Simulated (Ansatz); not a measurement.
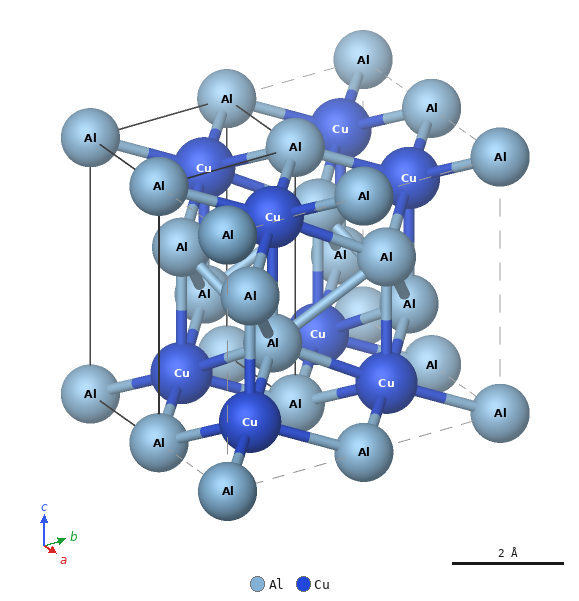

The figure gives a ball-and-stick picture of the atoms, viewed slightly off an axis. A block of 2×2×1 cells is shown, with one conventional unit cell in solid outline.

Al3Cu2, space group P-3m1 (No. 164), a = 3.77 Å, b = 3.77 Å, c = 4.78 Å, α = 90.00°, β = 90.00°, γ = 120.00°.

Computational set-up: DFT PBEsol, scalar-relativistic, plane waves, PAW (Ansatz), an energy cutoff of 420 eV, a 12×12×10 sampling of the Brillouin zone, Gaussian smearing of 0.15 eV, no spin polarisation.

Question: What is the band gap, if any?

Answer: A metal: bands cross the Fermi level.

Question: How far is the cell from zero pressure?

Answer: The computed pressure is 37.8 GPa (compressed: it would expand). The stress isn't hydrostatic: its largest component is 42.3 GPa.

Its origin is a structure listed in the Materials Project. The cell was then strained or its atoms displaced on purpose. An electronic-structure calculation with Ansatz was run on it.

At this level of theory the run's own cell isn't at rest (compressed, at 38 GPa), so its distances can differ from those at equilibrium, the more so the softer the solid.
